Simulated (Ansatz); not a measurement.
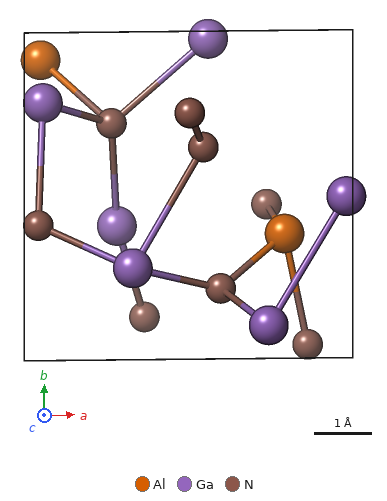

Starting frame of a dynamics run of an amorphous cell of composition AlGa3N4 (16 atoms in the cell). It starts from the last geometry of an earlier run, with fresh velocities. A ball-and-stick model of the simulation cell, seen along the c axis. Bonds to atoms that aren't drawn are left out.

Method: DFT PBEsol, scalar-relativistic, plane waves, PAW in Ansatz 0.2.0.

Input file:
```yaml
crystal:
  lattice:
    - [5.844282, 0.029519, 0.007246]
    - [0.029519, 5.832817, 0.12971]
    - [0.007246, 0.12971, 5.862171]
  atoms:
    - { symbol: Al, position: [0.7880093971, 0.3764010984, 0.3791229646] }
    - { symbol: Al, position: [0.0458070066, 0.9125830622, 0.1115613902] }
    - { symbol: Ga, position: [0.326509178, 0.2752248654, 0.716612118] }
    - { symbol: Ga, position: [0.5553278221, 0.9726213189, 0.3302836834] }
    - { symbol: Ga, position: [0.0527880298, 0.7817094816, 0.5342070625] }
    - { symbol: Ga, position: [0.7399311707, 0.0970750405, 0.926710499] }
    - { symbol: Ga, position: [0.2779621666, 0.4047772287, 0.1724684106] }
    - { symbol: Ga, position: [0.9760137169, 0.4886659363, 0.8964581298] }
    - { symbol: "N", position: [0.5408729065, 0.6425346408, 0.6928838775] }
    - { symbol: "N", position: [0.261419376, 0.7178688748, 0.3375429637] }
    - { symbol: "N", position: [0.8582671584, 0.0377920172, 0.3024759274] }
    - { symbol: "N", position: [0.3617359736, 0.1262188268, 0.0112377988] }
    - { symbol: "N", position: [0.593745825, 0.2111117625, 0.5675822838] }
    - { symbol: "N", position: [0.4997842875, 0.7468930349, 0.8416980809] }
    - { symbol: "N", position: [0.0390121328, 0.408108849, 0.631582084] }
    - { symbol: "N", position: [0.7330858584, 0.4665913907, 0.0689950297] }
  symmetry: { detect: false }
basis:
  ecutwfc: 420
  xc_grid: 1
kpoints:
  mp_grid: { grid: [1, 1, 1], shift: [0.0, 0.0, 0.0] }
hamiltonian:
  xc: pbesol
scf:
  occupations: { method: fermi_dirac, width: 0.131 }
  lower_state_search: "off"
  convergence: { dr2_threshold: 1.0e-05 }
output:
  forces: true
  stress: true
md:
  timestep: 2.0
  n_steps: 200
  ensemble: nvt_langevin
  friction: 0.015
  temperature: 1520.0
  initial_velocities: maxwell_boltzmann
  seed: 87142
```

Command:
```bash
ansatz run input.yaml --threads 2 --pin off --max-ram 5120MiB --backend cpu --events-out ev --progress --plain --runs-dir out
```

### What does the trajectory do?

The mean temperature in the second half is 1475 K (standard deviation 308 K). The potential energy in the second half lies on average 279 meV per atom below the first frame. The mean pressure there is 3.6 GPa. Root-mean-square distances from the starting positions over the second half, with the common drift of all atoms taken out: N 0.66 Å, Ga 0.59 Å, Al 0.47 Å. Against the typical shortest distance between atoms in the first frame, about 1.7 Å these are large excursions, but over 400 fs one can't yet tell strong vibration from the start of diffusion.

Along the run (each row but the first and the last is the mean over the interval that it begins):

| time (fs) | potential energy (meV/atom) | T (K) | p (GPa) |
| --- | --- | --- | --- |
| 0.0 | 0.0 | 1425 | 9.0 |
| 66.0 | -257.4 | 1512 | 2.9 |
| 132.0 | -249.8 | 1727 | 3.6 |
| 198.0 | -247.6 | 1699 | 5.1 |
| 264.0 | -284.8 | 1422 | 5.8 |
| 330.0 | -301.2 | 1353 | 0.5 |
| 396.0 | -292.8 | 1078 | 0.4 |

The paths of the atoms:

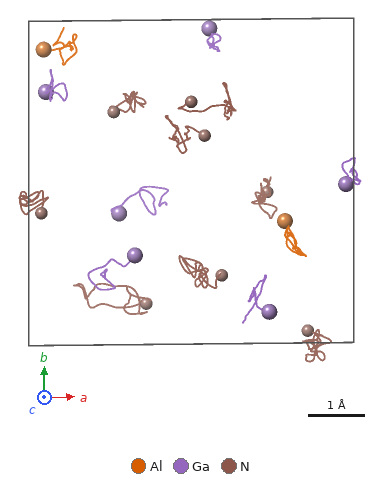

Limits of the set-up: the periodic images lie only 5.8 Å apart, so the values are limited by the cell's size.

Cost: 99 s on 2 threads of AMD EPYC 7R13 Processor (Zen 3), on a shared host, peak memory 0.41 GiB.
